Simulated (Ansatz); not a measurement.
**Geometry relaxation of Al5Ga2N8 (part 2 of 2)**

Continued. System: Al5Ga2N8 (defect cell, 15 atoms in the cell). Method: DFT PBEsol, scalar-relativistic, plane waves, PAW, no spin polarisation (Ansatz 0.2.0); cutoff 420 eV, 4×4×4 k-mesh, Gaussian smearing of 0.05 eV. The structure derives from a Materials Project entry. It belongs to a series of runs on one base structure; here: Al vacancy, atoms relaxed.

Geometry of the input (Å; fractional positions):
```
-4.4070  4.4070  0.0000
0.0000  4.4070  -4.4070
-4.4070  0.0000  -4.4070
Al 0.5000  -0.0000  0.0000
Al 0.5000  0.5000  0.0000
Al 0.0000  -0.0000  0.5000
Al 0.5000  -0.0000  0.5000
Al 0.0000  0.5000  -0.0000
Ga 0.5000  0.5000  0.5000
Ga 0.0000  0.0000  0.0000
N  0.6276  0.1171  0.6276
N  0.1276  0.6171  0.1276
N  0.6276  0.6276  0.6276
N  0.1276  0.1276  0.1276
N  0.1171  0.6276  0.6276
N  0.6171  0.1276  0.1276
N  0.6276  0.6276  0.1171
N  0.1276  0.1276  0.6171
```

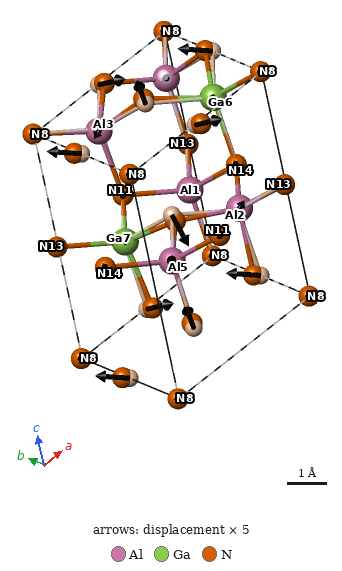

Figure 1. Start (faint) and end (solid) with the displacements as black arrows, magnified 5 times (ball-and-stick view of the cell of the calculation (origin shifted), seen slightly off an axis). The largest moves, 0.19 Å, are those of N9, N10, N12 and N15. By element the largest moves are N 0.19 Å, Al 0.06 Å, Ga 0.03 Å. The lattice vectors keep their values. Among the contacts that change: Al2–N10 1.895 → 1.861 Å, Ga6–N10 1.949 → 1.918 Å, Al2–N13 1.895 → 1.876 Å, Ga6–N14 1.949 → 1.933 Å. Among the angles that change: N9–Al2–N10 110.6° → 97.4°, N9–Ga7–N15 109.5° → 99.6°, Al3–N12–Al5 110.6° → 118.7°. The energy falls by 0.661 eV per cell of the calculation in 4 geometry steps. The largest force component goes from 0.88 to 0.0086 eV/Å. (Atoms are counted from 1 in the order of the input.)

```
SCF converged after 6 iterations
Free energy (F): -13147.331635 eV
Harris-Foulkes:  -13147.331635 eV  (|F-HF|=1.05e-9)
Internal energy: -13147.323454 eV  (E = F + TS)
E sigma→0 (E₀):  -13147.327544 eV
Entropy (-TS):   -0.008181 eV (-0.545 meV/atom)
Fermi energy:    6.900867 eV
--- Per-component energies (eV) ---
  E_band       = -61.320181
  E_kinetic    = 1405.938353
  E_local      = -6414.538485  (includes V_loc(G=0)·N_el)
  E_nonlocal   = 1278.519691
  E_hartree    = 2774.718137
  E_xc         = -812.772277
  E_vxc        = -873.415961  (∫ρ·V_xc dr)
  E_paw        = -7161.448213  (= ΣΔE_a)
  E_vpaw       = -1007.257672  (= ΣTr[D̂ρ^β])
  E_aug_tail   = 0.000587  (compensation charges beyond the density's cutoff)
  E_ewald      = -4219.787688
  E_core_change = 2.046441  (= ΣΔE_core)
  E_smearing   = -0.008181  (= −TS)
  E_closure    = -0.000000  (closes the sum)
  Σ components = -13147.331635   (vs F -13147.331635, Δ=0.00e0)
--- Forces (eV/Å), atoms counted from 1 ---
  atom   1  Al    -0.00000000     0.00000000     0.00000000
  atom   2  Al    -0.00862587     0.00000000    -0.00000000
  atom   3  Al     0.00862587     0.00000000     0.00000000
  atom   4  Al    -0.00000000     0.00862587    -0.00000000
  atom   5  Al    -0.00000000    -0.00862587     0.00000000
  atom   6  Ga    -0.00000000     0.00000000    -0.00038889
  atom   7  Ga    -0.00000000     0.00000000     0.00038889
  atom   8  N     -0.00141139    -0.00141139    -0.00200777
  atom   9  N      0.00082554     0.00082554     0.00343254
  atom  10  N      0.00082554    -0.00082554    -0.00343254
  atom  11  N     -0.00141139     0.00141139     0.00200777
  atom  12  N     -0.00082554     0.00082554    -0.00343254
  atom  13  N      0.00141139    -0.00141139     0.00200777
  atom  14  N      0.00141139     0.00141139    -0.00200777
  atom  15  N     -0.00082554    -0.00082554     0.00343254
  max |Σ_I F_I| component: 1.82e-16 eV/Å
--- Stress (GPa, compression-positive) ---
        2.323186       0.000000      -0.000000
        0.000000       2.323186       0.000000
        0.000000       0.000000       1.977185
  P = ⅓ Tr σ = 2.2079 GPa (22.079 kbar)
--- Band table (eV; the first three rows and the last of 13) ---
  k-point 0: bands = ["-8.7693", "-7.5171", "-7.5171", "-7.4064", "-7.1757", "-7.1757", "-7.1648", "-6.7591", "-6.3515", "-6.3378", "-6.3177", "-6.2797", "-5.6703", "-5.5706", "-5.5706", "-5.2576", "-5.1569", "-5.1569", "-0.0531", "0.4772", "0.6136", "0.6136", "0.7801", "1.5259", "3.4373", "4.3172", "4.3172", "4.3907", "4.4829", "4.5181", "4.5181", "5.3814", "5.6769", "5.7610", "5.8360", "5.8360", "5.8804", "5.9914", "5.9914", "7.1614", "7.1614", "7.2336", "10.1672", "10.3788", "10.3788", "10.6177", "12.3308", "13.4104", "13.7310", "13.7310", "14.3453", "15.6135", "16.0326", "16.0824", "16.3509", "16.3509"]
  k-point 1: bands = ["-8.5780", "-7.6255", "-7.4726", "-7.4004", "-7.2173", "-7.1970", "-7.1912", "-6.8186", "-6.3466", "-6.3319", "-6.3225", "-6.2876", "-5.7646", "-5.6171", "-5.5773", "-5.3635", "-5.2037", "-5.1748", "0.3184", "0.8084", "0.9211", "1.0336", "1.2907", "1.7671", "3.5270", "3.7840", "3.9018", "4.0378", "4.5136", "4.5693", "4.6451", "4.9488", "4.9653", "5.0843", "5.4804", "5.6132", "5.6454", "5.9450", "5.9459", "6.6220", "7.1294", "7.2185", "10.9492", "11.1148", "11.1173", "11.3544", "12.7455", "13.7765", "14.0601", "14.1207", "14.7385", "15.0685", "15.3722", "15.4854", "16.1585", "16.4517"]
  k-point 2: bands = ["-8.1926", "-7.9556", "-7.4002", "-7.3761", "-7.2870", "-7.2368", "-7.2142", "-6.8913", "-6.3349", "-6.3340", "-6.3172", "-6.3097", "-5.7575", "-5.6781", "-5.5829", "-5.4921", "-5.2506", "-5.1909", "0.8714", "1.1155", "1.3434", "1.5247", "1.7554", "2.6996", "2.9009", "3.3171", "3.7009", "3.7650", "3.8959", "3.9886", "4.2967", "4.8359", "4.8769", "4.9614", "5.1268", "5.3662", "5.3811", "5.9225", "5.9668", "6.0562", "7.0908", "7.1877", "11.9501", "12.1181", "12.3686", "12.4403", "12.5513", "13.0177", "13.0987", "13.8052", "15.0723", "15.3124", "15.9317", "16.3000", "16.3843", "16.9587"]
  k-point 12: bands = ["-7.8800", "-7.7433", "-7.7411", "-7.5867", "-7.2663", "-7.2239", "-7.2235", "-6.8734", "-6.3389", "-6.3389", "-6.2943", "-6.2924", "-6.0678", "-5.7537", "-5.6246", "-5.3989", "-5.2148", "-5.1152", "1.2556", "1.4574", "1.8575", "2.1099", "2.4200", "2.6931", "2.8448", "2.8773", "2.9756", "3.1004", "4.0019", "4.0995", "4.4916", "4.6227", "4.6315", "4.7420", "4.7771", "4.8703", "5.5063", "5.5885", "5.6186", "6.1587", "6.6501", "7.2409", "12.7394", "12.7636", "12.9804", "13.0758", "13.4407", "13.4555", "13.4688", "13.5258", "15.1568", "15.4832", "16.2595", "16.5767", "16.6195", "16.6850"]
--- Relaxed structure (5 steps of the walk, 5 accepted, 0 SCFs on fresh bases) ---
  F+E_penalty+E_count = -13147.33163464 eV   max|allowed force component| = 8.626e-3 eV/Å
  atoms:
    - { symbol: Al, position: [0.5, 1.1328567248762864e-17, 1.1328567248762864e-17] }
    - { symbol: Al, position: [0.506849433410673, 0.49315056658932693, 0.006849433410673067] }
    - { symbol: Al, position: [-0.006849433410673039, 0.006849433410673039, 0.493150566589327] }
    - { symbol: Al, position: [0.506849433410673, 0.0068494334106730115, 0.493150566589327] }
    - { symbol: Al, position: [-0.006849433410673039, 0.493150566589327, 0.006849433410673039] }
    - { symbol: Ga, position: [0.4970625999853273, 0.5029374000146727, 0.5029374000146727] }
    - { symbol: Ga, position: [0.002937400014672671, -0.0029374000146726673, -0.002937400014672668] }
    - { symbol: N, position: [0.6246764223917318, 0.12304811183860553, 0.6275990433779307] }
    - { symbol: N, position: [0.1433744074993316, 0.6215404898170075, 0.0917106951843295] }
    - { symbol: N, position: [0.5917106951843294, 0.6433744074993315, 0.6433744074993315] }
    - { symbol: N, position: [0.1275990433779307, 0.12467642239173193, 0.12467642239173193] }
    - { symbol: N, position: [0.12154048981700771, 0.6433744074993315, 0.6433744074993315] }
    - { symbol: N, position: [0.6230481118386054, 0.12467642239173193, 0.12467642239173193] }
    - { symbol: N, position: [0.6246764223917318, 0.6275990433779307, 0.12304811183860553] }
    - { symbol: N, position: [0.1433744074993316, 0.0917106951843295, 0.6215404898170075] }
```

Trajectory as extended XYZ (Å, eV, eV/Å), 5 frames, from step=1 to step=5
```
15
Lattice="-4.4070 4.4070 0.0000 0.0000 4.4070 -4.4070 -4.4070 0.0000 -4.4070" Properties=species:S:1:pos:R:3:forces:R:3 step=1 energy=-13146.67043
Al   -2.2035    2.2035    0.0000    0.0000   0.0000   0.0000
Al   -2.2035    4.4070   -2.2035   -0.8818   0.0000   0.0000
Al   -2.2035    0.0000   -2.2035    0.8818   0.0000   0.0000
Al   -4.4070    2.2035   -2.2035    0.0000   0.8818   0.0000
Al    0.0000    2.2035   -2.2035    0.0000  -0.8818   0.0000
Ga   -4.4070    4.4070   -4.4070    0.0000   0.0000   0.5777
Ga    0.0000    0.0000    0.0000    0.0000   0.0000  -0.5777
N    -5.5321    3.2819   -3.2819    0.0131   0.0131  -0.0603
N    -1.1251    3.2819   -3.2819    0.8578   0.8578   0.8514
N    -5.5321    5.5321   -5.5321    0.8578  -0.8578  -0.8514
N    -1.1251    1.1251   -1.1251    0.0131  -0.0131   0.0603
N    -3.2819    3.2819   -5.5321   -0.8578   0.8578  -0.8514
N    -3.2819    3.2819   -1.1251   -0.0131   0.0131   0.0603
N    -3.2819    5.5321   -3.2819   -0.0131  -0.0131  -0.0603
N    -3.2819    1.1251   -3.2819   -0.8578  -0.8578   0.8514
15
Lattice="-4.4070 4.4070 0.0000 0.0000 4.4070 -4.4070 -4.4070 0.0000 -4.4070" Properties=species:S:1:pos:R:3:forces:R:3 step=2 energy=-13147.20544
Al   -2.2035    2.2035    0.0000    0.0000   0.0000   0.0000
Al   -2.2455    4.4070   -2.2035    0.0506   0.0000   0.0000
Al   -2.1615    0.0000   -2.2035   -0.0506   0.0000   0.0000
Al   -4.4070    2.2455   -2.2035    0.0000  -0.0506   0.0000
Al    0.0000    2.1615   -2.2035    0.0000   0.0506   0.0000
Ga   -4.4070    4.4070   -4.3915    0.0000   0.0000  -0.1893
Ga    0.0000    0.0000   -0.0155    0.0000   0.0000   0.1893
N    -5.5315    3.2824   -3.2963    0.0854   0.0854   0.1305
N    -1.0683    3.3387   -3.2158    0.3590   0.3590   0.4875
N    -5.4753    5.4753   -5.5981    0.3590  -0.3590  -0.4875
N    -1.1245    1.1245   -1.1107    0.0854  -0.0854  -0.1305
N    -3.3387    3.3387   -5.5981   -0.3590   0.3590  -0.4875
N    -3.2824    3.2824   -1.1107   -0.0854   0.0854  -0.1305
N    -3.2824    5.5315   -3.2963   -0.0854  -0.0854   0.1305
N    -3.3387    1.0683   -3.2158   -0.3590  -0.3590   0.4875
15
Lattice="-4.4070 4.4070 0.0000 0.0000 4.4070 -4.4070 -4.4070 0.0000 -4.4070" Properties=species:S:1:pos:R:3:forces:R:3 step=3 energy=-13147.32626
Al   -2.2035    2.2035    0.0000    0.0000   0.0000   0.0000
Al   -2.2610    4.4070   -2.2035    0.1024   0.0000   0.0000
Al   -2.1460    0.0000   -2.2035   -0.1024   0.0000   0.0000
Al   -4.4070    2.2610   -2.2035    0.0000  -0.1024   0.0000
Al    0.0000    2.1460   -2.2035    0.0000   0.1024   0.0000
Ga   -4.4070    4.4070   -4.4150    0.0000   0.0000  -0.1355
Ga    0.0000    0.0000    0.0080    0.0000   0.0000   0.1355
N    -5.5225    3.2915   -3.3032    0.0102   0.0102   0.0254
N    -1.0254    3.3816   -3.1474   -0.0830  -0.0830   0.0070
N    -5.4324    5.4324   -5.6666   -0.0830   0.0830  -0.0070
N    -1.1155    1.1155   -1.1038    0.0102  -0.0102  -0.0254
N    -3.3816    3.3816   -5.6666    0.0830  -0.0830  -0.0070
N    -3.2915    3.2915   -1.1038   -0.0102   0.0102  -0.0254
N    -3.2915    5.5225   -3.3032   -0.0102  -0.0102   0.0254
N    -3.3816    1.0254   -3.1474    0.0830   0.0830   0.0070
15
Lattice="-4.4070 4.4070 0.0000 0.0000 4.4070 -4.4070 -4.4070 0.0000 -4.4070" Properties=species:S:1:pos:R:3:forces:R:3 step=4 energy=-13147.33119
Al   -2.2035    2.2035    0.0000    0.0000   0.0000   0.0000
Al   -2.2611    4.4070   -2.2035   -0.0155   0.0000   0.0000
Al   -2.1459    0.0000   -2.2035    0.0155   0.0000   0.0000
Al   -4.4070    2.2611   -2.2035    0.0000   0.0155   0.0000
Al    0.0000    2.1459   -2.2035    0.0000  -0.0155   0.0000
Ga   -4.4070    4.4070   -4.4267    0.0000   0.0000  -0.0229
Ga    0.0000    0.0000    0.0197    0.0000   0.0000   0.0229
N    -5.5202    3.2938   -3.3056    0.0009   0.0009  -0.0009
N    -1.0337    3.3733   -3.1464   -0.0103  -0.0103   0.0066
N    -5.4407    5.4407   -5.6676   -0.0103   0.0103  -0.0066
N    -1.1132    1.1132   -1.1014    0.0009  -0.0009   0.0009
N    -3.3733    3.3733   -5.6676    0.0103  -0.0103  -0.0066
N    -3.2938    3.2938   -1.1014   -0.0009   0.0009   0.0009
N    -3.2938    5.5202   -3.3056   -0.0009  -0.0009  -0.0009
N    -3.3733    1.0337   -3.1464    0.0103   0.0103   0.0066
15
Lattice="-4.4070 4.4070 0.0000 0.0000 4.4070 -4.4070 -4.4070 0.0000 -4.4070" Properties=species:S:1:pos:R:3:forces:R:3 step=5 energy=-13147.33164
Al   -2.2035    2.2035    0.0000    0.0000   0.0000   0.0000
Al   -2.2639    4.4070   -2.2035   -0.0086   0.0000   0.0000
Al   -2.1431    0.0000   -2.2035    0.0086   0.0000   0.0000
Al   -4.4070    2.2639   -2.2035    0.0000   0.0086   0.0000
Al    0.0000    2.1431   -2.2035    0.0000  -0.0086   0.0000
Ga   -4.4070    4.4070   -4.4329    0.0000   0.0000  -0.0004
Ga    0.0000    0.0000    0.0259    0.0000   0.0000   0.0004
N    -5.5188    3.2952   -3.3081   -0.0014  -0.0014  -0.0020
N    -1.0360    3.3710   -3.1433    0.0008   0.0008   0.0034
N    -5.4430    5.4430   -5.6707    0.0008  -0.0008  -0.0034
N    -1.1118    1.1118   -1.0989   -0.0014   0.0014   0.0020
N    -3.3710    3.3710   -5.6707   -0.0008   0.0008  -0.0034
N    -3.2952    3.2952   -1.0989    0.0014  -0.0014   0.0020
N    -3.2952    5.5188   -3.3081    0.0014   0.0014  -0.0020
N    -3.3710    1.0360   -3.1433   -0.0008  -0.0008   0.0034
```

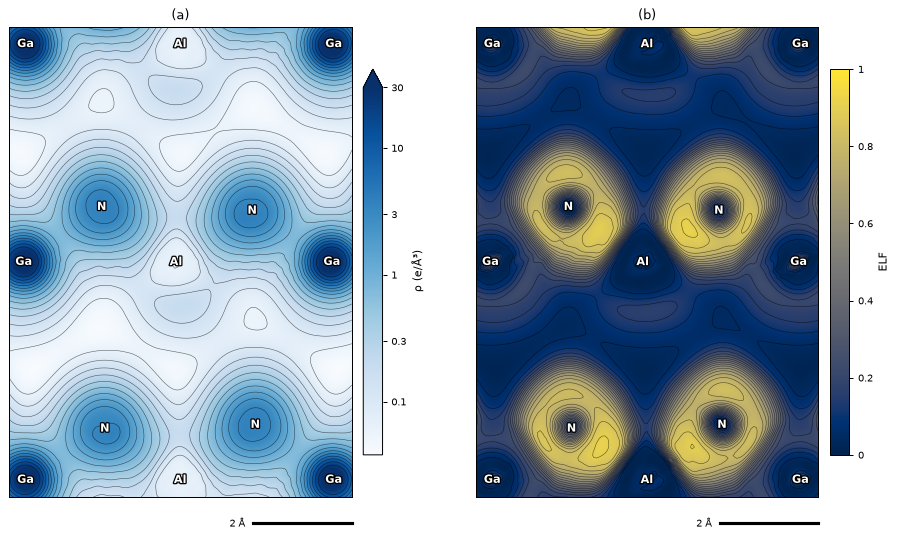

Figure 2. (a) valence electron density; (b) ELF on the (101̄) plane of the calculation cell. Atoms in the plane: Al, Ga and N. Ga–N (1.92 Å): the density is about 0.78 e/Å³ at the midpoint; the ELF is about 0.50 at the midpoint. Away from the nuclei the density in this plane falls to 0.04 e/Å³ at its lowest. The fields are those of the smooth PAW valence density.
